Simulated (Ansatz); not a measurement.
## Geometry relaxation, with input and output: Ta

Ta (1 atom in the cell), computed with DFT r2SCAN, scalar-relativistic, plane waves, PAW, no spin polarisation (Ansatz 0.2.0).

The structure derives from an entry of the Crystallography Open Database. Figures and captions count atoms from 1; the log counts them from 0 in places.

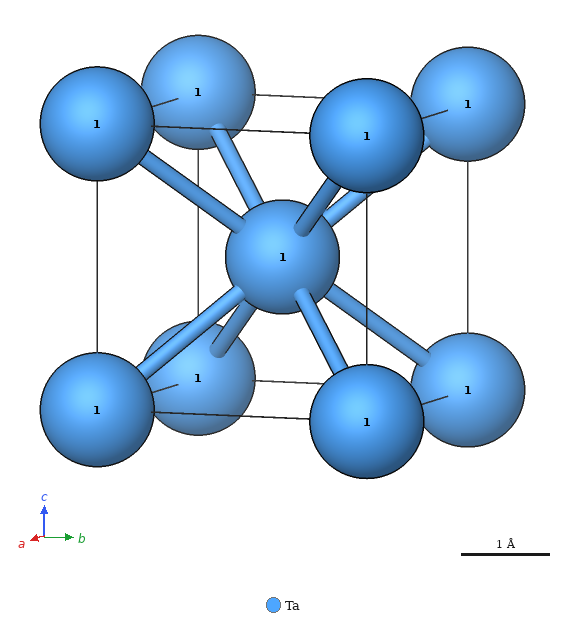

Figure 1. The input geometry (ball-and-stick view of the cell 2 times as large as that of the calculation, set on its symmetry axes, seen slightly off an axis; atoms are numbered from 1 in the order of the input). An atom can appear more than once, as a periodic image.

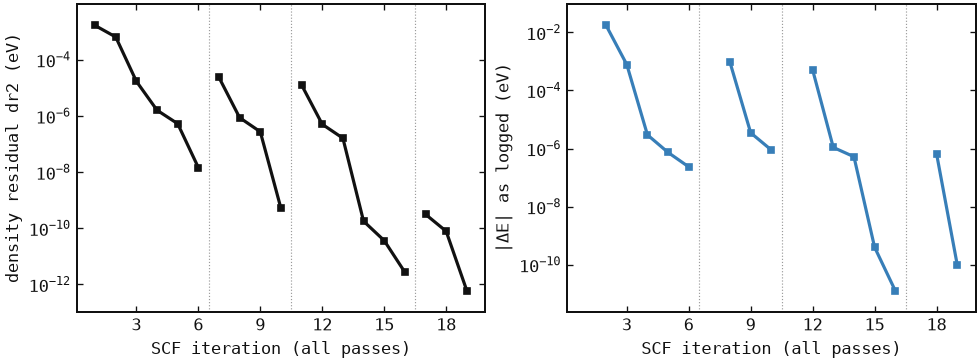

Figure 2. Convergence of the self-consistent field: density residual dr2 and size of the energy change against the SCF iteration. The dotted lines part the SCF passes of the relaxation: geometry steps, rejected trials and re-solves on a re-selected basis. The passes take 6, 4, 6 and 3 iterations.

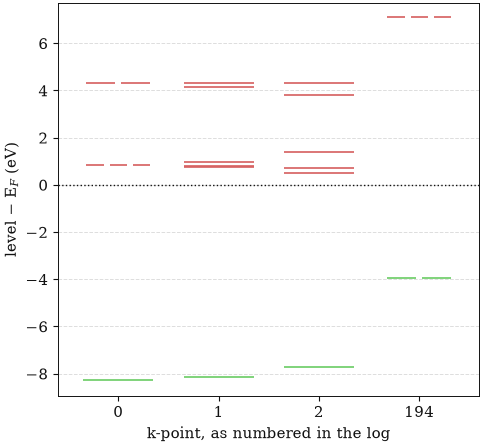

Figure 3. Kohn–Sham levels near the Fermi level (dotted) at the few k-points that the log prints; levels within 0.02 eV of each other stand side by side. The system is metallic on the full mesh.

These pictures come from the run below.

### The input
```yaml
crystal:
  lattice:
    - [-1.65128, -1.65128, -1.65128]
    - [1.65128, 1.65128, -1.65128]
    - [1.65128, -1.65128, 1.65128]
  atoms:
    - { symbol: Ta, position: [0.0, 0.0, 0.0] }
basis:
  ecutwfc: 500
kpoints:
  mp_grid: { grid: [18, 18, 18] }
hamiltonian:
  xc: r2scan
scf:
  occupations: { method: gaussian, width: 0.1 }
output:
  forces: true
  stress: true
  eigenvalues: true
relax:
  adjacent_minimum: "off"
  f_tol: 0.005
  max_steps: 80
  cell: { stress_tol: 0.05 }
```

Run as:
```bash
ansatz run input.yaml --threads 2 --pin off --max-ram 5120MiB --backend cpu --events-out ev --progress --plain --runs-dir out
```

### What the program printed
```
Engine: ansatz 0.2.0, x86_64-unknown-linux-gnu
Pseudopotentials: kind: paw
Pseudopotential: Ta, paw, valence charge 13, recommended cutoff 500 eV (meta_gga), Ta.paw.azcp
Functional definition: r2SCAN
  parameter k0 = 0.174
  parameter k1 = 0.065
  parameter a1 = 4.9479
  exchange = r2scan_x(k0 = k0, k1 = k1, a1 = a1)
  correlation = r2scan_c
Crystal: 1 atoms, lattice volume = 18.010 Å³
Basis set: ecut = 500 eV, 459 PW (Γ), exchange–correlation on 96×96×96 points (64 copies of the dense FFT grid, shifted against one another)
Bands: 11, of which v1, the nominal top of the filled ones, is band 7 counted from 1 (6 counted from 0)
Symmetry: 48 space group operations
Space group: Im-3m (ITA 229), of the structure as read, at distance tolerance 2.6e-5 Å
k-points: 195 of 5832
Non-local potential: Ta, projectors of the file, l = 0: 3, l = 1: 2, l = 2: 2, l = 3: 1
PAW form: soft (Blöchl's): semilocal exchange-correlation on the pseudo side does not see the compensation charge
PAW frozen core: Ta, regenerated for the run's functional (the file was generated under x = pbe(κ = 0.804, μ = 0.2195149727645171), c = pbe(β = 0.06672455060314922))
PAW one-centre angular grid: Ta, 590 points (default); XC on 160 Gauss nodes
Initial density: superposition of atomic densities (neutral atoms: chi_scale 0, normalization atom), corrected by the library's trained network
Initial wavefunctions: pseudopotential atomic-orbital guess
Functional: x = r2scan, c = r2scan; τ floored in thin density (d = 2e-4 eV/Å³)
SCF iter   1: F=—  HF=-9944.303978 eV  |F-HF|=—  |Δ(HF+E_count)|=         —  Δρ=6.10e-3  dr2=1.67e-3  dr2_τ=1.53e-2  ethr=1.77e-3  ⟨swp⟩=5.5  Hψ=12823  notcnv=0
preconditioner: auto → none  [metal: Δε(μ)=0.018 eV  Ē_g=8.758 eV  σ=0.100 eV  W_gap=0.10  n_scr=0 (ndim 8)  ℏωp=19.6 eV  f_vac=0.000  D(μ)=1.10/eV (n_scr^D=12)]
SCF iter   2: F=—  HF=-9944.321317 eV  |F-HF|=—  |Δ(HF+E_count)|=   1.73e-2  Δρ=3.52e-3  dr2=6.50e-4  dr2_τ=2.30e-4  ethr=1.29e-5  ⟨swp⟩=2.1  Hψ=5141  notcnv=0  defer=30
SCF iter   3: F=—  HF=-9944.322099 eV  |F-HF|=—  |Δ(HF+E_count)|=   7.82e-4  Δρ=3.49e-4  dr2=1.71e-5  dr2_τ=1.31e-5  ethr=5.00e-6  ⟨swp⟩=2.0  Hψ=3014  notcnv=0  defer=30
SCF iter   4: F=—  HF=-9944.322096 eV  |F-HF|=—  |Δ(HF+E_count)|=   2.95e-6  Δρ=1.46e-4  dr2=1.60e-6  dr2_τ=9.04e-7  ethr=1.32e-7  ⟨swp⟩=2.5  Hψ=3252  notcnv=0  defer=30
SCF iter   5: F=—  HF=-9944.322097 eV  |F-HF|=—  |Δ(HF+E_count)|=   7.31e-7  Δρ=8.55e-5  dr2=5.29e-7  dr2_τ=2.23e-7  ethr=1.23e-8  ⟨swp⟩=1.0  Hψ=2083  notcnv=0  defer=30
SCF iter   6: F=-9944.322097 eV  HF=-9944.322097 eV  |F-HF|=7.99e-9  |Δ(HF+E_count)|=   2.33e-7  Δρ=1.31e-5  dr2=1.45e-8  dr2_τ=7.93e-9  ethr=7.69e-10  ⟨swp⟩=4.2  Hψ=8815  notcnv=0
SCF 1 converged in 6 iterations: F = -9944.322097 eV  dr2 = 1.45e-8
  greatest PAW one-centre occupation: 0.998 electrons in one spin orbital (limit 2), on the Ta atom at site 0 (counted from 0), in its partial waves of l = 0
relax step   1: F+E_penalty+E_count = -9944.32209703 eV  Δ(F+E_penalty+E_count) = +0.000e0 eV  max|allowed force component| = 0.000e0 eV/Å  Δτ_max = 0.0000 Å  P = +0.369 GPa  Ω = 18.010 Å³  (6 SCF iters, dr2 threshold 1.00e-7 eV, accepted)
Crystal: 1 atoms, lattice volume = 18.142 Å³
Initial density: handed on by an earlier stage of this run
Initial wavefunctions: those handed on with the density
iter 1 solved again at ethr=2.30e-7 eV; its pass at ethr=3.10e-3 eV (dr2=2.99e-5 eV) is discarded
SCF iter   1: F=—  HF=-9944.320821 eV  |F-HF|=—  |Δ(HF+E_count)|=         —  Δρ=3.83e-4  dr2=2.35e-5  dr2_τ=6.26e-4  ethr=2.30e-7  ⟨swp⟩=2.3  Hψ=14815  notcnv=0
preconditioner: auto → none  [metal: Δε(μ)=0.047 eV  Ē_g=8.694 eV  σ=0.100 eV  W_gap=0.26  n_scr=0 (ndim 8)  ℏωp=19.5 eV  f_vac=0.000  D(μ)=1.13/eV (n_scr^D=12)]
SCF iter   2: F=—  HF=-9944.321741 eV  |F-HF|=—  |Δ(HF+E_count)|=   9.20e-4  Δρ=1.24e-4  dr2=8.67e-7  dr2_τ=7.75e-7  ethr=1.81e-7  ⟨swp⟩=2.0  Hψ=3424  notcnv=0
SCF iter   3: F=—  HF=-9944.321744 eV  |F-HF|=—  |Δ(HF+E_count)|=   3.47e-6  Δρ=7.01e-5  dr2=2.73e-7  dr2_τ=8.33e-8  ethr=7.69e-10  ⟨swp⟩=7.0  Hψ=11056  notcnv=0
SCF iter   4: F=-9944.321745 eV  HF=-9944.321745 eV  |F-HF|=4.87e-10  |Δ(HF+E_count)|=   8.88e-7  Δρ=2.56e-6  dr2=5.10e-10  dr2_τ=1.18e-9  ethr=7.69e-10  ⟨swp⟩=5.8  Hψ=10153  notcnv=0
SCF 2 converged in 4 iterations: F = -9944.321745 eV  dr2 = 5.10e-10
relax step   2: F+E_penalty+E_count = -9944.32174512 eV  Δ(F+E_penalty+E_count) = +3.519e-4 eV  max|allowed force component| = 0.000e0 eV/Å  Δτ_max = 0.0000 Å  P = -1.096 GPa  Ω = 18.142 Å³  energy of the carried Pulay correction = -4.972e-5 eV  (4 SCF iters, dr2 threshold 1.00e-7 eV, rejected (line search))
Crystal: 1 atoms, lattice volume = 18.043 Å³
iter 1 solved again at ethr=1.26e-7 eV; its pass at ethr=3.10e-3 eV (dr2=1.63e-5 eV) is discarded
SCF iter   1: F=—  HF=-9944.321609 eV  |F-HF|=—  |Δ(HF+E_count)|=         —  Δρ=2.81e-4  dr2=1.27e-5  dr2_τ=3.49e-4  ethr=1.26e-7  ⟨swp⟩=2.3  Hψ=14784  notcnv=0
preconditioner: auto → none  [metal: Δε(μ)=0.031 eV  Ē_g=8.744 eV  σ=0.100 eV  W_gap=0.17  n_scr=0 (ndim 8)  ℏωp=19.5 eV  f_vac=0.000  D(μ)=1.10/eV (n_scr^D=12)]
SCF iter   2: F=—  HF=-9944.322120 eV  |F-HF|=—  |Δ(HF+E_count)|=   5.11e-4  Δρ=9.39e-5  dr2=5.05e-7  dr2_τ=4.53e-7  ethr=9.80e-8  ⟨swp⟩=2.1  Hψ=3432  notcnv=0
SCF iter   3: F=—  HF=-9944.322122 eV  |F-HF|=—  |Δ(HF+E_count)|=   1.09e-6  Δρ=5.36e-5  dr2=1.61e-7  dr2_τ=4.72e-8  ethr=3.88e-9  ⟨swp⟩=2.5  Hψ=3213  notcnv=0
SCF iter   4: F=—  HF=-9944.322122 eV  |F-HF|=—  |Δ(HF+E_count)|=   5.21e-7  Δρ=1.51e-6  dr2=1.78e-10  dr2_τ=4.11e-10  ethr=1.24e-9  ⟨swp⟩=2.0  Hψ=3206  notcnv=0
SCF iter   5: F=—  HF=-9944.322122 eV  |F-HF|=—  |Δ(HF+E_count)|=  3.97e-10  Δρ=5.24e-7  dr2=3.63e-11  dr2_τ=7.37e-12  ethr=1.00e-12  ⟨swp⟩=6.7  Hψ=9366  notcnv=0
SCF iter   6: F=-9944.322122 eV  HF=-9944.322122 eV  |F-HF|=1.27e-11  |Δ(HF+E_count)|=  1.27e-11  Δρ=1.81e-7  dr2=2.71e-12  dr2_τ=5.23e-13  ethr=1.00e-12  ⟨swp⟩=5.6  Hψ=7852  notcnv=0
SCF 3 converged in 6 iterations: F = -9944.322122 eV  dr2 = 2.71e-12
relax step   3: F+E_penalty+E_count = -9944.32212205 eV  Δ(F+E_penalty+E_count) = -2.502e-5 eV  max|allowed force component| = 0.000e0 eV/Å  Δτ_max = 0.0000 Å  P = -0.003 GPa  Ω = 18.043 Å³  energy of the carried Pulay correction = -1.249e-5 eV  (6 SCF iters, accepted)
Initial wavefunctions: pseudopotential atomic-orbital guess (no wavefunctions were taken with the density)
iter 1 solved again at ethr=2.22e-8 eV; its pass at ethr=3.10e-3 eV (dr2=2.89e-6 eV) is discarded
SCF iter   1: F=—  HF=-9944.322134 eV  |F-HF|=—  |Δ(HF+E_count)|=         —  Δρ=3.98e-6  dr2=3.13e-10  dr2_τ=3.33e-9  ethr=2.22e-8  ⟨swp⟩=3.4  Hψ=19152  notcnv=0
preconditioner: auto → none  [metal: Δε(μ)=0.036 eV  Ē_g=8.742 eV  σ=0.100 eV  W_gap=0.20  n_scr=0 (ndim 8)  ℏωp=19.5 eV  f_vac=0.000  D(μ)=1.11/eV (n_scr^D=12)]
SCF iter   2: F=—  HF=-9944.322133 eV  |F-HF|=—  |Δ(HF+E_count)|=   6.63e-7  Δρ=2.01e-6  dr2=7.78e-11  dr2_τ=1.10e-10  ethr=2.41e-12  ⟨swp⟩=2.7  Hψ=3659  notcnv=0
SCF iter   3: F=-9944.322133 eV  HF=-9944.322133 eV  |F-HF|=3.64e-12  |Δ(HF+E_count)|=  1.00e-10  Δρ=6.75e-8  dr2=5.97e-13  dr2_τ=6.38e-13  ethr=1.00e-12  ⟨swp⟩=4.2  Hψ=9662  notcnv=0
SCF 4 converged in 3 iterations: F = -9944.322133 eV  dr2 = 5.97e-13
relax step   4: F+E_penalty+E_count = -9944.32213307 eV  Δ(F+E_penalty+E_count) = -1.103e-5 eV  max|allowed force component| = 0.000e0 eV/Å  Δτ_max = 0.0000 Å  P = -0.003 GPa  Ω = 18.043 Å³  stress off target by 2.87e-3 GPa  SCF on the basis re-selected at this cell (its energy is not comparable with the rows above)  (3 SCF iters)
basis re-selected at this cell: Δ(F+E_penalty+E_count) = -1.103e-5 eV, ΔP = +0.000 GPa vs the last step (what re-selecting the basis moved, of the pressure what is left beyond the Pulay correction that the steps carried, after the strain that the cell walked since its last selection, with what the two solves' SCF thresholds leave and, on support functions, any second-order correction that the steps lacked; it is no measure of the basis error at this ecutwfc). This SCF's stress stands 2.87e-3 GPa from its target on what of the cell is left free (relax.cell.stress_tol is 5.00e-2 GPa) and its largest allowed force component is 0.00e0 eV/Å (relax.f_tol is 5.00e-3 eV/Å): within both
SCF converged after 3 iterations
Free energy (F): -9944.322133 eV
Harris-Foulkes:  -9944.322133 eV  (|F-HF|=3.64e-12)
Internal energy: -9944.316599 eV  (E = F + TS)
E sigma→0 (E₀):  -9944.319366 eV
Entropy (-TS):   -0.005534 eV (-5.534 meV/atom)
Fermi energy:    18.447877 eV
--- Per-component energies (eV) ---
  E_band       = -116.957294
  E_kinetic    = 366.939910
  E_local      = -548.622693  (includes V_loc(G=0)·N_el)
  E_nonlocal   = 14.997864
  E_hartree    = 190.527311
  E_xc         = -204.404088
  E_vxc        = -222.058327  (∫ρ·V_xc dr)
  E_paw        = -8423.004159  (= ΣΔE_a)
  E_vpaw       = -120.490239  (= ΣTr[D̂ρ^β])
  E_aug_tail   = 0.000085  (compensation charges beyond the density's cutoff)
  E_vtau       = 11.221463  (kinetic-family band-sum trace: ∫τ·v_τ [+ j·A + Jᵃ·Aᵃ] dr)
  E_ewald      = -1339.994550
  E_core_change = -0.756280  (= ΣΔE_core)
  E_smearing   = -0.005534  (= −TS)
  E_closure    = 0.000000  (closes the sum)
  Σ components = -9944.322133   (vs F -9944.322133, Δ=0.00e0)
--- Forces (eV/Å), atoms counted from 1 ---
  atom   1  Ta     0.00000000    -0.00000000     0.00000000
  max |Σ_I F_I| component: 2.05e-33 eV/Å
--- Stress (GPa, compression-positive) ---
       -0.002866       0.000000       0.000000
       -0.000000      -0.002866       0.000000
       -0.000000       0.000000      -0.002866
  P = ⅓ Tr σ = -0.0029 GPa (-0.029 kbar)
--- Band table (eV; the first three rows and the last of 195) ---
  k-point 0: bands = ["-50.4581", "-15.7252", "-15.7252", "-15.7252", "10.1593", "19.2887", "19.2887", "19.2887", "22.7691", "22.7691", "33.7205"]
  k-point 1: bands = ["-50.4543", "-15.7654", "-15.7374", "-15.7254", "10.3025", "19.1930", "19.2600", "19.4284", "22.6093", "22.7677", "33.8504"]
  k-point 2: bands = ["-50.4434", "-15.8801", "-15.7726", "-15.7260", "10.7179", "18.9295", "19.1406", "19.8428", "22.2752", "22.7721", "34.1780"]
  k-point 194: bands = ["-50.2393", "-16.5756", "-16.5756", "-16.5756", "14.5151", "14.5151", "25.5453", "25.5453", "25.5453", "27.3993", "27.3993"]
--- Relaxed structure (3 steps of the walk, 2 accepted, 1 SCFs on fresh bases) ---
  F+E_penalty+E_count = -9944.32213307 eV   max|allowed force component| = 0.000e0 eV/Å   (the final SCF, on the basis selected at the relaxed cell)
  cell:  # Å, volume = 18.0433 Å³
    - [-1.6522866611598013, -1.6522866611598013, -1.6522866611598013]
    - [1.6522866611598013, 1.6522866611598013, -1.6522866611598013]
    - [1.6522866611598013, -1.6522866611598013, 1.6522866611598013]
  atoms:
    - { symbol: Ta, position: [0.0, 0.0, 0.0] }
```

### Trajectory as extended XYZ (Å, eV, eV/Å), 4 frames, from step=1 to step=4
```
1
Lattice="-1.6513 -1.6513 -1.6513 1.6513 1.6513 -1.6513 1.6513 -1.6513 1.6513" Properties=species:S:1:pos:R:3:forces:R:3 step=1 energy=-9944.32210 pressure_GPa=0.37
Ta    0.0000    0.0000    0.0000    0.0000   0.0000   0.0000
1
Lattice="-1.6553 -1.6553 -1.6553 1.6553 1.6553 -1.6553 1.6553 -1.6553 1.6553" Properties=species:S:1:pos:R:3:forces:R:3 step=2 energy=-9944.32174 pressure_GPa=-1.10 accepted=F
Ta    0.0000    0.0000    0.0000    0.0000   0.0000   0.0000
1
Lattice="-1.6523 -1.6523 -1.6523 1.6523 1.6523 -1.6523 1.6523 -1.6523 1.6523" Properties=species:S:1:pos:R:3:forces:R:3 step=3 energy=-9944.32212 pressure_GPa=-0.00
Ta    0.0000    0.0000    0.0000    0.0000   0.0000   0.0000
1
Lattice="-1.6523 -1.6523 -1.6523 1.6523 1.6523 -1.6523 1.6523 -1.6523 1.6523" Properties=species:S:1:pos:R:3:forces:R:3 step=4 energy=-9944.32213 pressure_GPa=-0.00
Ta    0.0000    0.0000    0.0000    0.0000   0.0000   0.0000
```

### Key numbers

```csv
quantity,value
outcome,converged
space group (tolerance 0.01 Å),Im-3m (229)
electrons treated,13
free energy,−9944.3221 eV
Fermi energy,18.448 eV
gap on the k-point mesh,none (metallic)
pressure,0.00 GPa
final volume,18.04 Å³
largest force (length of the vector) at the end,under 0.001 eV/Å
final cell,"a = 2.862 Å, b = 2.862 Å, c = 2.862 Å, α = 109.47°, β = 109.47°, γ = 109.47°"
hardware,"2 threads of Intel Xeon (Granite Rapids), 32 GiB of memory available, shared host"
wall time,7.1 s (CPU time 13 s)
peak memory,0.44 GiB
```

### Notes

Spin–orbit coupling is left out, which matters for Ta.
